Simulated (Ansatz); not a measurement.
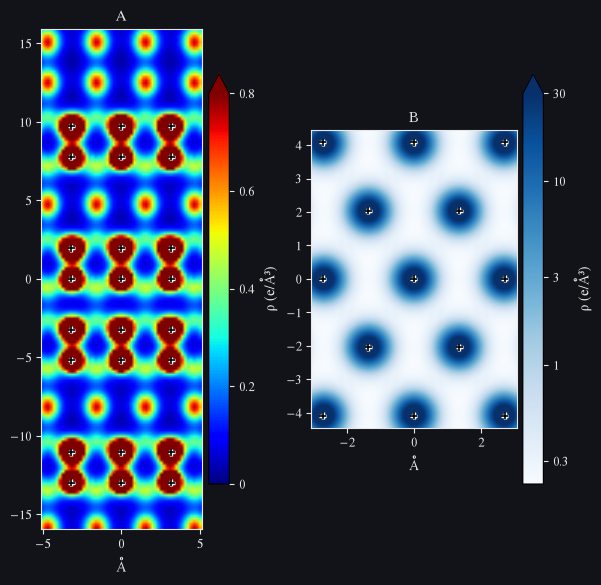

The valence electron density of 2 systems, each on a plane through atoms (crosses mark nuclei in the plane).

All numbers below come from DFT PBEsol, scalar-relativistic, plane waves, PAW (Ansatz).

System 1: GaN (interface cell), the (010) plane of the calculation cell. 

System 2: Cu, the (110) plane of the conventional cell. Space group I4/mmm; a structure from a database of computed crystals, not necessarily the ambient phase; computed without spin polarisation.

```
CELL_PARAMETERS angstrom
2.89018 0.00000 0.00000
0.00000 2.89018 0.00000
0.00000 0.00000 2.72001
ATOMIC_POSITIONS crystal
Cu 0.00000 0.00000 0.00000
Cu 0.50000 0.50000 0.50000
```

### Which map belongs to which system?

Panel A is system 1, GaN: the plane holds Ga and N. Ga–N (1.95 Å): the density is about 0.79 e/Å³ at the midpoint. Panel B is system 2, Cu: the plane holds Cu. Cu–Cu (2.45 Å): the density is about 0.31 e/Å³ at the midpoint.
